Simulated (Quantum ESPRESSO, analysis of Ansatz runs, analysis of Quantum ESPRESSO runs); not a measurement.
# Vacancy with four H in Ge: local vibrational mode, PBE (Quantum ESPRESSO)

Subject: vacancy with four H in Ge. Wanted: its local vibrational mode, in one set-up (PBE, GBRV 1.5 PBE, 32-site cell, PBE lattice, k: 2x2x2 shifted). The model is a cell of 32 host atoms with 1 Ge taken out and 4 H put in. The frequencies come from force constants among the defect atom and its neighbours, with the masses of the isotopes named. A local or semilocal functional is the cheapest first rung.

Measured beforehand: Ge-H stretch, T2: 2061.5 cm⁻¹ at 9 K, by FTIR absorption, uniaxial stress, isotope substitution (“Hydrogen-Related Defects in Proton-Implanted Silicon and Germanium: An Infrared Absorption Spectroscopy Study”, 1998, Michael Budde, 1998 (PhD thesis, University of Aarhus)).

Method: Quantum ESPRESSO plane-wave DFT, PBE, GBRV 1.5 PBE potentials; relaxation of all atoms of a defect supercell, in Quantum ESPRESSO 7.5.

**1. Set-up**

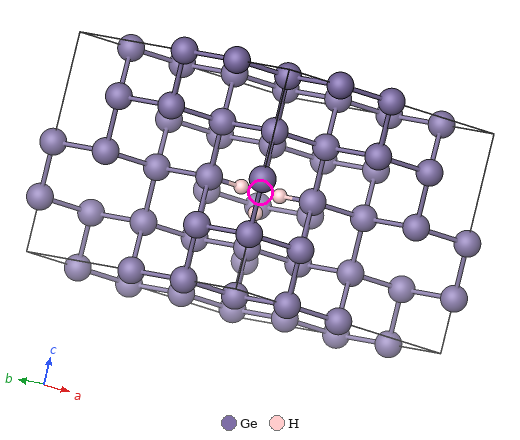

The cell as given, from a free direction (germanium purple, hydrogen pink). A ring marks the centre wherever it is empty. Some periodic images of atoms are drawn too.

The cell holds 35 atoms: 31 Ge and 4 H. Cell: a = 9.968 Å, b = 9.968 Å, c = 9.968 Å, α = 109.5°, β = 109.5°, γ = 109.5°. It derives from Ge (space group Fd-3m). Nearest the centre at fractional (0.500, 0.500, 0.500): H32 at 0.93 Å, H34 at 0.93 Å, H35 at 0.93 Å, H33 at 0.93 Å, Ge22 at 2.49 Å, Ge26 at 2.49 Å, Ge25 at 2.49 Å, Ge31 at 2.49 Å.

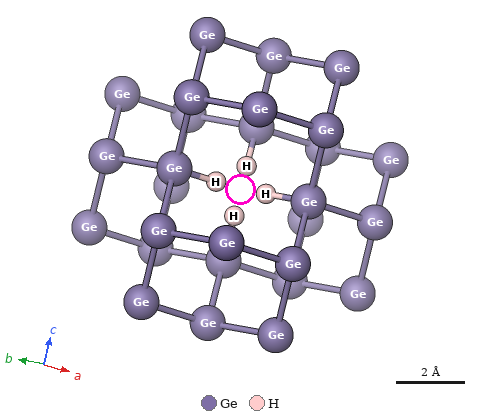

The atoms within 5 Å of the centre. A ring marks the centre wherever it is empty.

The host's primitive cell comes from a first run (Quantum ESPRESSO plane-wave DFT, PBE, GBRV 1.5 PBE potentials; relaxation of cell and atoms of a defect-free cell): vectors of 4.070, 4.070 and 4.070 Å. That is 23.83 Å³ an atom, 5.3 % over the diffraction cell's volume. The supercell is built on it.

**2. Relaxation, charge 0**

Every later number rests on the structure around the defect, so the atoms are relaxed at the host's lattice first.

pw.in

```
&CONTROL
  calculation = 'relax'
  prefix = 'pwscf'
  outdir = './tmp'
  pseudo_dir = './pseudo'
  tprnfor = .true.
  disk_io = 'low'
  nstep = 70
  forc_conv_thr = 0.00039
  etot_conv_thr = 0.0001
/
&SYSTEM
  ibrav = 0
  nat = 35
  ntyp = 2
  ecutwfc = 45
  ecutrho = 360
  nbnd = 223
  occupations = 'smearing'
  smearing = 'fd'
  degauss = 0.00073499
/
&ELECTRONS
  conv_thr = 4d-08
  electron_maxstep = 100
  mixing_beta = 0.5
/
&IONS
  ion_dynamics = 'bfgs'
/
ATOMIC_SPECIES
Ge    72.6300 ge_pbe_v1.4.uspp.F.UPF
H      1.0080 h_pbe_v1.4.uspp.F.UPF
CELL_PARAMETERS angstrom
  -5.7552132298    5.7552132298    5.7552132298
   5.7552132298   -5.7552132298    5.7552132298
   5.7552132298    5.7552132298   -5.7552132298
ATOMIC_POSITIONS crystal
Ge     0.0000000000    0.0000000000    0.5000000000
Ge     0.0000000000    0.2500000000    0.2500000000
Ge     0.0000000000    0.5000000000    0.0000000000
Ge     0.0000000000    0.7500000000    0.7500000000
Ge     0.2500000000    0.0000000000    0.2500000000
Ge     0.2500000000    0.2500000000    0.0000000000
Ge     0.2500000000    0.5000000000    0.7500000000
Ge     0.2500000000    0.7500000000    0.5000000000
Ge     0.5000000000    0.0000000000    0.0000000000
Ge     0.5000000000    0.2500000000    0.7500000000
Ge     0.5000000000    0.7500000000    0.2500000000
Ge     0.7500000000    0.0000000000    0.7500000000
Ge     0.7500000000    0.2500000000    0.5000000000
Ge     0.7500000000    0.5000000000    0.2500000000
Ge     0.7500000000    0.7500000000    0.0000000000
Ge     0.0000000000    0.0000000000    0.2500000000
Ge     0.0000000000    0.2500000000    0.0000000000
Ge     0.0000000000    0.5000000000    0.7500000000
Ge     0.0000000000    0.7500000000    0.5000000000
Ge     0.2500000000    0.0000000000    0.0000000000
Ge     0.2500000000    0.2500000000    0.7500000000
Ge     0.2500000000    0.5000000000    0.5000000000
Ge     0.2500000000    0.7500000000    0.2500000000
Ge     0.5000000000    0.0000000000    0.7500000000
Ge     0.5000000000    0.2500000000    0.5000000000
Ge     0.5000000000    0.5000000000    0.2500000000
Ge     0.5000000000    0.7500000000    0.0000000000
Ge     0.7500000000    0.0000000000    0.5000000000
Ge     0.7500000000    0.2500000000    0.2500000000
Ge     0.7500000000    0.5000000000    0.0000000000
Ge     0.7500000000    0.7500000000    0.7500000000
H      0.4071490000    0.5000000000    0.5000000000
H      0.5000000000    0.4071490000    0.5000000000
H      0.5000000000    0.5000000000    0.4071490000
H      0.5928510000    0.5928510000    0.5928510000
K_POINTS automatic
2 2 2 1 1 1
```

Run with:

```sh
$ OMP_NUM_THREADS=1 mpirun -n 4 pw.x -nk 2 -in pw.in > pw.out
```

What it wrote:

```text
This program is part of the open-source Quantum ESPRESSO suite
     for quantum simulation of materials; please cite
         "P. Giannozzi et al., J. Phys.:Condens. Matter 21 395502 (2009);
         "P. Giannozzi et al., J. Phys.:Condens. Matter 29 465901 (2017);
         "P. Giannozzi et al., J. Chem. Phys. 152 154105 (2020);
          URL
     in publications or presentations arising from this work. More details at

     Message from routine setup:
     using ibrav=0 with symmetry is DISCOURAGED, use correct ibrav instead

     K-points division:     npool     =       2
     Subspace diagonalization in iterative solution of the eigenvalue problem:
     a serial algorithm will be used

     --------------------
     sticks:   dense  smooth     PW     G-vecs:    dense   smooth      PW
     Min        4784    2399    639               296796   104941   14597
     Max        4785    2400    640               296797   104942   14600
     Sum        9569    4799   1279               593593   209883   29197

     Using Slab Decomposition

     bravais-lattice index     =            0
     lattice parameter (alat)  =      18.8374  a.u.
     unit-cell volume          =    5145.6572 (a.u.)^3
     number of atoms/cell      =           35
     number of atomic types    =            2
     number of electrons       =       438.00
     number of Kohn-Sham states=          223
     kinetic-energy cutoff     =      45.0000  Ry
     charge density cutoff     =     360.0000  Ry
     scf convergence threshold =      4.0E-08
     mixing beta               =       0.5000
     number of iterations used =            8  plain     mixing
     energy convergence thresh.=      1.0E-04
     force convergence thresh. =      3.9E-04
     Exchange-correlation=  SLA  PW   PBX  PBC
                           (   1   4   3   4   0   0   0)
     nstep                     =           70

     celldm(1)=  18.837398  celldm(2)=   0.000000  celldm(3)=   0.000000
     celldm(4)=   0.000000  celldm(5)=   0.000000  celldm(6)=   0.000000

     crystal axes: (cart. coord. in units of alat)
               a(1) = (  -0.577350   0.577350   0.577350 )
               a(2) = (   0.577350  -0.577350   0.577350 )
               a(3) = (   0.577350   0.577350  -0.577350 )

     reciprocal axes: (cart. coord. in units 2 pi/alat)
               b(1) = ( -0.000000  0.866025  0.866025 )
               b(2) = (  0.866025 -0.000000  0.866025 )
               b(3) = (  0.866025  0.866025  0.000000 )

     PseudoPot. # 1 for Ge read from file:
     ge_pbe_v1.4.uspp.F.UPF
     Pseudo is Ultrasoft + core correction, Zval = 14.0
     Generated by new atomic code, or converted to UPF format
     Using radial grid of  873 points,  6 beta functions with:
                l(1) =   0
                l(2) =   0
                l(3) =   1
                l(4) =   1
                l(5) =   2
                l(6) =   2
     Q(r) pseudized with  8 coefficients,  rinner =    1.400   1.400   1.400
                                                       1.400   1.400

     PseudoPot. # 2 for H  read from file:
     h_pbe_v1.4.uspp.F.UPF
     Pseudo is Ultrasoft, Zval =  1.0
     Generated by new atomic code, or converted to UPF format
     Using radial grid of  615 points,  2 beta functions with:
                l(1) =   0
                l(2) =   0
     Q(r) pseudized with  8 coefficients,  rinner =    0.700

     atomic species   valence    mass     pseudopotential
     Ge               14.00    72.63000     Ge( 1.00)
     H                 1.00     1.00800     H ( 1.00)

     24 Sym. Ops. (no inversion) found (18 have fractional translation)

   Cartesian axes

     site n.     atom                  positions (alat units)
         1        Ge     tau(   1) = (   0.2886751   0.2886751  -0.2886751  )
         2        Ge     tau(   2) = (   0.2886751   0.0000000   0.0000000  )
         3        Ge     tau(   3) = (   0.2886751  -0.2886751   0.2886751  )
         4        Ge     tau(   4) = (   0.8660254  -0.0000000   0.0000000  )
         5        Ge     tau(   5) = (   0.0000000   0.2886751   0.0000000  )
         6        Ge     tau(   6) = (   0.0000000   0.0000000   0.2886751  )
         7        Ge     tau(   7) = (   0.5773503   0.2886751   0.0000000  )
         8        Ge     tau(   8) = (   0.5773503  -0.0000000   0.2886751  )
         9        Ge     tau(   9) = (  -0.2886751   0.2886751   0.2886751  )
        10        Ge     tau(  10) = (   0.2886751   0.5773503   0.0000000  )
        11        Ge     tau(  11) = (   0.2886751  -0.0000000   0.5773503  )
        12        Ge     tau(  12) = (  -0.0000000   0.8660254   0.0000000  )
        13        Ge     tau(  13) = (   0.0000000   0.5773503   0.2886751  )
        14        Ge     tau(  14) = (   0.0000000   0.2886751   0.5773503  )
        15        Ge     tau(  15) = (   0.0000000  -0.0000000   0.8660254  )
        16        Ge     tau(  16) = (   0.1443376   0.1443376  -0.1443376  )
[...]
24        Ge     tau(  24) = (   0.1443376   0.7216878  -0.1443376  )
        25        Ge     tau(  25) = (   0.1443376   0.4330127   0.1443376  )
        26        Ge     tau(  26) = (   0.1443376   0.1443376   0.4330127  )
        27        Ge     tau(  27) = (   0.1443376  -0.1443376   0.7216878  )
        28        Ge     tau(  28) = (  -0.1443376   0.7216878   0.1443376  )
        29        Ge     tau(  29) = (  -0.1443376   0.4330127   0.4330127  )
        30        Ge     tau(  30) = (  -0.1443376   0.1443376   0.7216878  )
        31        Ge     tau(  31) = (   0.4330127   0.4330127   0.4330127  )
        32        H      tau(  32) = (   0.3422827   0.2350676   0.2350676  )
        33        H      tau(  33) = (   0.2350676   0.3422827   0.2350676  )
        34        H      tau(  34) = (   0.2350676   0.2350676   0.3422827  )
        35        H      tau(  35) = (   0.3422827   0.3422827   0.3422827  )

     number of k points=     2  Fermi-Dirac smearing, width (Ry)=  0.0007
                       cart. coord. in units 2pi/alat
        k(    1) = (   0.4330127   0.4330127   0.4330127), wk =   0.5000000
        k(    2) = (   0.0000000   0.0000000   0.4330127), wk =   1.5000000

     Dense  grid:   593593 G-vectors     FFT dimensions: ( 120, 120, 120)

     Smooth grid:   209883 G-vectors     FFT dimensions: (  90,  90,  90)

     Initial potential from superposition of free atoms

     starting charge     437.9729, renormalised to     438.0000
     Starting wfcs are  283 randomized atomic wfcs

     Self-consistent Calculation

     iteration #  1     ecut=    45.00 Ry     beta= 0.50
[...]
Ge               0.7499792750        0.7499792750       -0.0000793751
Ge              -0.0000355266       -0.0000355266        0.2499398796
[...]
NEW-OLD atomic charge density approx. for the potential

     Self-consistent Calculation

[... 77 further cycles ...]
     iteration #  4     ecut=    45.00 Ry     beta= 0.50
     Davidson diagonalization with overlap
     ethr =  2.47E-11,  avg # of iterations =  3.5

     total energy              =   -6627.72966334 Ry
     estimated scf accuracy    <       0.00000002 Ry

     iteration #  5     ecut=    45.00 Ry     beta= 0.50
     Davidson diagonalization with overlap
     ethr =  5.15E-12,  avg # of iterations =  3.0

     total energy              =   -6627.72966335 Ry
     estimated scf accuracy    <          1.8E-09 Ry

     iteration #  6     ecut=    45.00 Ry     beta= 0.50
     Davidson diagonalization with overlap
     ethr =  4.14E-13,  avg # of iterations =  3.0

     End of self-consistent calculation

          k = 0.4330 0.4330 0.4330 ( 26284 PWs)   bands (ev):

[...]
6.6594   6.6594   6.6594   8.0698   8.0698   8.0698   8.3035

          k = 0.0000 0.0000 0.4330 ( 26259 PWs)   bands (ev):

[...]
6.1888   6.6366   6.6366   8.2368   8.7768   8.7768   8.9115

     the Fermi energy is     7.3630 ev

!    total energy              =   -6627.72966335 Ry
     estimated scf accuracy    <          1.3E-10 Ry
     smearing contrib. (-TS)   =       0.00000000 Ry
     internal energy E=F+TS    =   -6627.72966335 Ry

     The total energy is F=E-TS. E is the sum of the following terms:
     one-electron contribution =   -4519.07173495 Ry
     hartree contribution      =    2650.55964587 Ry
     xc contribution           =   -1810.02470183 Ry
     ewald contribution        =   -2949.19287244 Ry

     convergence has been achieved in   6 iterations

     Forces acting on atoms (cartesian axes, Ry/au):

[...]
Total force =     0.003062     Total SCF correction =     0.000064
     Energy error            =      4.8E-05 Ry
     Gradient error          =      5.5E-04 Ry/Bohr

     number of scf cycles    =  13
     number of bfgs steps    =  12

     energy             old  =   -6627.7296151431 Ry
     energy             new  =   -6627.7296633460 Ry

     CASE: energy            _new < energy            _old

     new trust radius        =       0.0050464461 bohr
     new conv_thr            =       0.0000000004 Ry

ATOMIC_POSITIONS (crystal)
[...]
NEW-OLD atomic charge density approx. for the potential

     Self-consistent Calculation

     iteration #  1     ecut=    45.00 Ry     beta= 0.50
     Davidson diagonalization with overlap
     ethr =  1.00E-06,  avg # of iterations =  3.0

     Threshold (ethr) on eigenvalues was too large:
     Diagonalizing with lowered threshold

     Davidson diagonalization with overlap
     ethr =  1.18E-09,  avg # of iterations =  5.5

     total energy              =   -6627.72970443 Ry
     estimated scf accuracy    <       0.00000688 Ry

     iteration #  2     ecut=    45.00 Ry     beta= 0.50
     Davidson diagonalization with overlap
     ethr =  1.57E-09,  avg # of iterations =  2.0

     total energy              =   -6627.72970535 Ry
     estimated scf accuracy    <       0.00000104 Ry

     iteration #  3     ecut=    45.00 Ry     beta= 0.50
     Davidson diagonalization with overlap
     ethr =  2.37E-10,  avg # of iterations =  2.0

     total energy              =   -6627.72970548 Ry
     estimated scf accuracy    <       0.00000020 Ry

     iteration #  4     ecut=    45.00 Ry     beta= 0.50
     Davidson diagonalization with overlap
     ethr =  4.58E-11,  avg # of iterations =  3.0

     total energy              =   -6627.72970549 Ry
     estimated scf accuracy    <       0.00000003 Ry

     iteration #  5     ecut=    45.00 Ry     beta= 0.50
     Davidson diagonalization with overlap
     ethr =  7.88E-12,  avg # of iterations =  3.0

     total energy              =   -6627.72970550 Ry
     estimated scf accuracy    <          2.7E-09 Ry

     iteration #  6     ecut=    45.00 Ry     beta= 0.50
     Davidson diagonalization with overlap
     ethr =  6.08E-13,  avg # of iterations =  3.0

     total energy              =   -6627.72970550 Ry
     estimated scf accuracy    <          4.1E-10 Ry

     iteration #  7     ecut=    45.00 Ry     beta= 0.50
     Davidson diagonalization with overlap
     ethr =  1.00E-13,  avg # of iterations =  3.0

     End of self-consistent calculation

          k = 0.4330 0.4330 0.4330 ( 26284 PWs)   bands (ev):

[...]
6.6598   6.6598   6.6598   8.0690   8.0690   8.0690   8.3054

          k = 0.0000 0.0000 0.4330 ( 26259 PWs)   bands (ev):

[...]
-16.8779 -16.8773 -16.8772  -4.6521  -3.7694  -3.7666  -3.7666  -3.5965
    -3.0827  -3.0564  -3.0564  -2.9290  -2.7316  -2.2316  -2.2316  -2.2226
    -1.9871  -1.2351  -1.2351  -1.1652  -0.9288  -0.0814  -0.0814  -0.0450
     0.0889   0.5091   0.5126   0.5126   0.5801   0.9889   2.0601   2.0601
     2.1835   2.5491   3.4017   3.4017   3.4314   3.5880   4.0072   4.1150
     4.1150   4.2218   4.5644   4.6074   4.6074   4.7883   4.7901   4.7958
     4.7958   4.8602   4.8602   4.8969   4.9098   5.0160   5.0160   5.0321
     5.1609   5.8218   5.9109   5.9109   5.9897   6.0322   6.0322   6.0598
     6.1886   6.6369   6.6369   8.2371   8.7765   8.7765   8.9130

     the Fermi energy is     7.3645 ev

!    total energy              =   -6627.72970550 Ry
     estimated scf accuracy    <          5.3E-11 Ry
     smearing contrib. (-TS)   =       0.00000000 Ry
     internal energy E=F+TS    =   -6627.72970550 Ry

     The total energy is F=E-TS. E is the sum of the following terms:
     one-electron contribution =   -4519.14809831 Ry
     hartree contribution      =    2650.59824629 Ry
     xc contribution           =   -1810.02570314 Ry
     ewald contribution        =   -2949.15415034 Ry

     convergence has been achieved in   7 iterations

     Forces acting on atoms (cartesian axes, Ry/au):

[...]
atom   28 type  1   force =    -0.00005631    0.00005631   -0.00014547
     atom   29 type  1   force =     0.00014547   -0.00005631   -0.00005631
     atom   30 type  1   force =    -0.00005631   -0.00014547    0.00005631
     atom   31 type  1   force =     0.00034682    0.00034682    0.00034682
     atom   32 type  2   force =     0.00024819   -0.00024819   -0.00024819
     atom   33 type  2   force =    -0.00024819    0.00024819   -0.00024819
     atom   34 type  2   force =    -0.00024819   -0.00024819    0.00024819
     atom   35 type  2   force =     0.00024819    0.00024819    0.00024819

     Total force =     0.001828     Total SCF correction =     0.000041
     Energy error            =      4.2E-05 Ry
     Gradient error          =      3.5E-04 Ry/Bohr

     bfgs converged in  14 scf cycles and  13 bfgs steps
     (criteria: energy <  1.0E-04 Ry, force <  3.9E-04 Ry/Bohr)

     End of BFGS Geometry Optimization

     Final energy             =   -6627.7297055018 Ry

     File ./tmp/pwscf.bfgs deleted, as requested
Begin final coordinates

ATOMIC_POSITIONS (crystal)
[...]
Ge               0.7515047581       -0.0007885827        0.5000000000
Ge               0.7477066592        0.2484952419        0.2484952419
Ge               0.7515047581        0.5000000000       -0.0007885827
Ge               0.7683399944        0.7683399944        0.7683399944
H                0.3867256034        0.5000000000        0.5000000000
H                0.5000000000        0.3867256034        0.5000000000
H                0.5000000000        0.5000000000        0.3867256034
H                0.6132743966        0.6132743966        0.6132743966
End final coordinates

=------------------------------------------------------------------------------=
   JOB DONE.
=------------------------------------------------------------------------------=
```

Wall time 31 min (4 MPI ranks of Arm Neoverse V2, shared host); peak memory 3.5 GiB.

(Part 1 of 2 ends here.)

[Logs are printed without paths, hosts, clocks, repeated set-up lines and the standing remarks that a program may print on its own settings, such as how far it seeks lower states.]

[Hosts, paths, dates, database ids (printed as entryN), source tags and the programs' standing remarks are cut or masked in the printed files.]

[For some hosts the program warned that the k-mesh of the response run may be too coarse for force constants and the static dielectric constant; such warnings are not shown here.]
